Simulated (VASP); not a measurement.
**Geometry relaxation, with input and output: Si (part 2 of 3)**

Si (Imma, 2 atoms in the cell); Kohn-Sham DFT of a periodic cell, PBEsol, VASP PAW PBE potentials, recommended, no spin polarisation (VASP 6.6.1); cutoff 600 eV, 12×12×12 k-mesh, Gaussian smearing of 0.03 eV. The structure derives from an entry of the Crystallography Open Database.

Geometry of the input (Å; fractional positions):
```
-2.2510  2.3685  1.2750
2.2510  -2.3685  1.2750
2.2510  2.3685  -1.2750
Si 0.8070  0.0570  0.7500
Si 0.1930  0.9430  0.2500
```

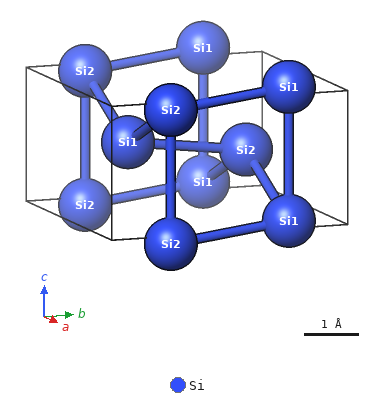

Fig. 1: The starting structure (ball-and-stick view of the cell 2 times as large as that of the calculation, set on its symmetry axes, seen slightly off an axis; atoms are numbered from 1 in the order of the input).

Parts of OUTCAR, continued:
```
----------------------------------------------------------------------------------------

                                     Primitive cell

  volume of cell :      27.1906

  direct lattice vectors                    reciprocal lattice vectors
    -2.251000000  2.368500000  1.275000000     0.000000000  0.211104074  0.392156863
     2.251000000 -2.368500000  1.275000000     0.222123501  0.000000000  0.392156863
     2.251000000  2.368500000 -1.275000000     0.222123501  0.211104074  0.000000000

  length of vectors
     3.507480328  3.507480328  3.507480328     0.445367191  0.450694857  0.306437236

  position of ions in fractional coordinates (direct lattice)
     0.807000000  0.057000000  0.750000000
     0.193000000  0.943000000  0.250000000

  ion indices of the primitive-cell ions
   primitive index   ion index
                 1           1
                 2           2

----------------------------------------------------------------------------------------

 KPOINTS: Automatic mesh

Automatic generation of k-mesh.
 Grid dimensions read from file:
 generate k-points for:   12   12   12

 Generating k-lattice:

  Cartesian coordinates                     Fractional coordinates (reciprocal lattice)
     0.000000000  0.017592006  0.032679739     0.083333333  0.000000000  0.000000000
     0.018510292  0.000000000  0.032679739    -0.000000000  0.083333333  0.000000000
     0.018510292  0.017592006  0.000000000    -0.000000000  0.000000000  0.083333333

  Length of vectors
     0.037113933  0.037557905  0.025536436

  Shift w.r.t. Gamma in fractional coordinates (k-lattice)
     0.000000000  0.000000000  0.000000000

 Subroutine IBZKPT returns following result:
 ===========================================

 Found    280 irreducible k-points:

 Following reciprocal coordinates:
            Coordinates               Weight
  0.000000  0.000000  0.000000      1.000000
  0.083333  0.000000 -0.000000      4.000000
  0.166667  0.000000 -0.000000      4.000000
  0.250000  0.000000 -0.000000      4.000000
  0.333333  0.000000 -0.000000      4.000000
  0.416667  0.000000 -0.000000      4.000000
  0.500000  0.000000 -0.000000      2.000000
 -0.000000  0.083333  0.000000      4.000000
  0.083333  0.083333  0.000000      8.000000
  0.166667  0.083333 -0.000000      8.000000
  0.250000  0.083333  0.000000      8.000000
  0.333333  0.083333  0.000000      8.000000
  0.416667  0.083333 -0.000000      8.000000
  0.500000  0.083333 -0.000000      8.000000
 -0.416667  0.083333  0.000000      8.000000
 -0.333333  0.083333 -0.000000      8.000000
 -0.250000  0.083333  0.000000      8.000000
 -0.166667  0.083333  0.000000      8.000000
 -0.083333  0.083333  0.000000      4.000000
  0.000000  0.166667 -0.000000      4.000000
  0.083333  0.166667 -0.000000      8.000000
  0.166667  0.166667 -0.000000      8.000000
  0.250000  0.166667 -0.000000      8.000000
  0.333333  0.166667  0.000000      8.000000
 [... further k-points ...]
   k-points           NKPTS =    280   k-points in BZ     NKDIM =    280   number of bands    NBANDS=      8
   number of dos      NEDOS =    301   number of ions     NIONS =      2
   total plane-waves  NPLWV =  21952
   dimension x,y,z NGX =    28 NGY =   28 NGZ =   28
   dimension x,y,z NGXF=    56 NGYF=   56 NGZF=   56
   ions per type =               2
   NGX,Y,Z   is equivalent  to a cutoff of  13.27, 13.27, 13.27 a.u.
   NGXF,Y,Z  is equivalent  to a cutoff of  26.54, 26.54, 26.54 a.u.
 SYSTEM =  unknown system
   PREC   = accura    normal or accurate (medium, high low for compatibility)
   ISTART =      0    job   : 0-new  1-cont  2-samecut
   ICHARG =      2    charge: 1-file 2-atom 10-const
   ISPIN  =      1    spin polarized calculation?
   LNONCOLLINEAR =      F non collinear calculations
   LSORBIT =      F    spin-orbit coupling
   LASPH  =      T    aspherical Exc in radial PAW
   ENCUT  =  600.0 eV  44.10 Ry    6.64 a.u.   7.01  7.01  7.01*2*pi/ulx,y,z
   NELM   =     80;   NELMIN=  2; NELMDL= -5     # of ELM steps
   EDIFF  = 0.1E-05   stopping-criterion for ELM
   LREAL  =      F    real-space projection
   EDIFFG = -.1E-01   stopping-criterion for IOM
   NSW    =     90    number of steps for IOM
   IBRION =      2    ionic relax: 0-MD 1-quasi-New 2-CG
   NFREE  =      1    steps in history (QN), initial steepest desc. (CG)
   ISIF   =      3    stress and relaxation
   ISYM   =      2    0-nonsym 1-usesym 2-fastsym
   POTIM  = 0.5000    time-step for ionic-motion
   TEBEG  =    0.0;   TEEND  =   0.0 temperature during run
   PSTRESS=  158.0 pullay stress
   NELECT =       8.0000    total number of electrons
   NUPDOWN=      -1.0000    fix difference up-down
   EMIN   =  10.00;   EMAX   =-10.00  energy-range for DOS
   EFERMI =   0.00;   METHOD = LEGACY
   ISMEAR =     0;   SIGMA  =   0.03  broadening in eV -4-tet -1-fermi 0-gaus
   EFERMI_NEDOS =   21; number of points for ismear=-14 and -15
   IALGO  =     38    algorithm
   IMIX   =      4    mixing-type and parameters
     AMIX     =   0.40;   BMIX     =  1.00
     AMIX_MAG =   1.60;   BMIX_MAG =  1.00
  volume/ion in A,a.u.               =      13.60        91.75
  Fermi-wavevector in a.u.,A,eV,Ry     =   1.088843  2.057614 16.130773  1.185578
  Thomas-Fermi vector in A             =   2.225033
   LORBIT       =      0    0 simple, 1 ext, 2 COOP (PROOUT), +10 PAW based schemes
   GGA     = PS    functional components
   LHFCALC =     F    Hartree Fock is set to
   AEXX    =    0.0000 exact exchange contribution
   IVDW    =     0    specifies the selected vdW correction
   LEPSILON=     F    determine dielectric tensor
   LRPA    =     F    only Hartree local field effects (RPA)
 conjugate gradient relaxation of ions
 non-spin polarized calculation
 Gauss-broadening in eV      SIGMA  =   0.03
  energy-cutoff  :      600.00
  volume of cell :       27.19
 maximum number of plane-waves:       923
   NGX = 13   NGY = 13   NGZ = 13

--------------------------------------- Ionic step        1  -------------------------------------------

 number of electron       8.0000000 magnetization

 Free energy of the ion-electron system (eV)
  ---------------------------------------------------
  ext. energy  EPLUGINS =         0.00000000
  ---------------------------------------------------
  free energy    TOTEN  =       -11.01575884 eV

  energy without entropy =      -11.01538948  energy(sigma->0) =      -11.01557416

------------------------ aborting loop because EDIFF is reached ----------------------------------------

  FORCE on cell =-STRESS in cart. coord.  units (eV):
  Direction    XX          YY          ZZ          XY          YZ          ZX
  --------------------------------------------------------------------------------------
  -------------------------------------------------------------------------------------
  Total        2.2432530      2.8007952      1.7350271      0.0000000      0.0000000      0.0000000
  in kB      132.1812290    165.0337912    102.2345721      0.0000000      0.0000000      0.0000000
  external PRESSURE =     -24.8501359 kB  Pullay stress =     158.0000000 kB

 VOLUME and BASIS-vectors are now :
 -----------------------------------------------------------------------------
  energy-cutoff  :      600.00
  volume of cell :       27.19
      direct lattice vectors                 reciprocal lattice vectors
    -2.251000000  2.368500000  1.275000000     0.000000000  0.211104074  0.392156863
     2.251000000 -2.368500000  1.275000000     0.222123501  0.000000000  0.392156863
     2.251000000  2.368500000 -1.275000000     0.222123501  0.211104074  0.000000000

 POSITION                                       TOTAL-FORCE (eV/Angst)
 -----------------------------------------------------------------------------------
      0.00000      3.55275      0.14535        -0.000000     -0.000000      0.005021
      2.25100     -1.18425      1.12965         0.000000      0.000000     -0.005021
 -----------------------------------------------------------------------------------
    total drift:                               -0.000000     -0.000000      0.000000

  FREE ENERGIE OF THE ION-ELECTRON SYSTEM (eV)
  ---------------------------------------------------
  free  energy   TOTEN  =       -11.0157588410 eV

  energy  without entropy=      -11.0153894757  energy(sigma->0) =      -11.01557416

  enthalpy is  TOTEN    =        -8.3343343932 eV   P V=        2.6814244478

--------------------------------------- Ionic step        2  -------------------------------------------

 number of electron       8.0000000 magnetization

------------------------ aborting loop because EDIFF is reached ----------------------------------------

  FORCE on cell =-STRESS in cart. coord.  units (eV):
  Direction    XX          YY          ZZ          XY          YZ          ZX
  --------------------------------------------------------------------------------------
  -------------------------------------------------------------------------------------
  Total        3.2139504      2.7489855      3.1679389      0.0000000      0.0000000      0.0000000
  in kB      195.3105673    167.0548252    192.5144669      0.0000000      0.0000000      0.0000000
  external PRESSURE =      26.9599531 kB  Pullay stress =     158.0000000 kB

 VOLUME and BASIS-vectors are now :
 -----------------------------------------------------------------------------
  energy-cutoff  :      600.00
  volume of cell :       26.36
      direct lattice vectors                 reciprocal lattice vectors
    -2.227208560  2.375319814  1.245893841     0.000000000  0.210497970  0.401318301
     2.227208560 -2.375319814  1.245893841     0.224496264  0.000000000  0.401318301
     2.227208560  2.375319814 -1.245893841     0.224496264  0.210497970  0.000000000

 POSITION                                       TOTAL-FORCE (eV/Angst)
 -----------------------------------------------------------------------------------
      0.00000      3.56298      0.14227         0.000000     -0.000000     -0.082613
      2.22721     -1.18766      1.10363        -0.000000      0.000000      0.082613
 -----------------------------------------------------------------------------------
    total drift:                               -0.000000      0.000000     -0.000000

  FREE ENERGIE OF THE ION-ELECTRON SYSTEM (eV)
  ---------------------------------------------------
  free  energy   TOTEN  =       -10.9406361916 eV

  energy  without entropy=      -10.9405103861  energy(sigma->0) =      -10.94057329

  enthalpy is  TOTEN    =        -8.3406531619 eV   P V=        2.5999830296

--------------------------------------- Ionic step        3  -------------------------------------------

 number of electron       8.0000000 magnetization

------------------------ aborting loop because EDIFF is reached ----------------------------------------

  FORCE on cell =-STRESS in cart. coord.  units (eV):
  Direction    XX          YY          ZZ          XY          YZ          ZX
  --------------------------------------------------------------------------------------
  -------------------------------------------------------------------------------------
  Total        2.9113916      2.8367470      2.5283507      0.0000000      0.0000000      0.0000000
  in kB      175.0551480    170.5669468    152.0237975      0.0000000      0.0000000      0.0000000
  external PRESSURE =       7.8819641 kB  Pullay stress =     158.0000000 kB

 VOLUME and BASIS-vectors are now :
 -----------------------------------------------------------------------------
  energy-cutoff  :      600.00
  volume of cell :       26.65
      direct lattice vectors                 reciprocal lattice vectors
    -2.235343724  2.372987870  1.255846302     0.000000000  0.210704828  0.398137892
     2.235343724 -2.372987870  1.255846302     0.223679247  0.000000000  0.398137892
     2.235343724  2.372987870 -1.255846302     0.223679247  0.210704828  0.000000000

 POSITION                                       TOTAL-FORCE (eV/Angst)
 -----------------------------------------------------------------------------------
      0.00000      3.55948      0.14332        -0.000000      0.000000     -0.053555
      2.23534     -1.18649      1.11252         0.000000     -0.000000      0.053555
 -----------------------------------------------------------------------------------
    total drift:                               -0.000000      0.000000     -0.000000

  FREE ENERGIE OF THE ION-ELECTRON SYSTEM (eV)
  ---------------------------------------------------
  free  energy   TOTEN  =       -10.9716966036 eV

  energy  without entropy=      -10.9714999578  energy(sigma->0) =      -10.97159828

  enthalpy is  TOTEN    =        -8.3439540231 eV   P V=        2.6277425805

[... ionic steps 4 to 16 ...]

--------------------------------------- Ionic step       17  -------------------------------------------

 number of electron       8.0000000 magnetization

------------------------ aborting loop because EDIFF is reached ----------------------------------------

  FORCE on cell =-STRESS in cart. coord.  units (eV):
  Direction    XX          YY          ZZ          XY          YZ          ZX
  --------------------------------------------------------------------------------------
  -------------------------------------------------------------------------------------
  Total        2.6178804      2.6100407      2.6528940      0.0000000      0.0000000      0.0000000
  in kB      157.2731994    156.8022173    159.3766931      0.0000000      0.0000000      0.0000000
  external PRESSURE =      -0.1826300 kB  Pullay stress =     158.0000000 kB

 VOLUME and BASIS-vectors are now :
```
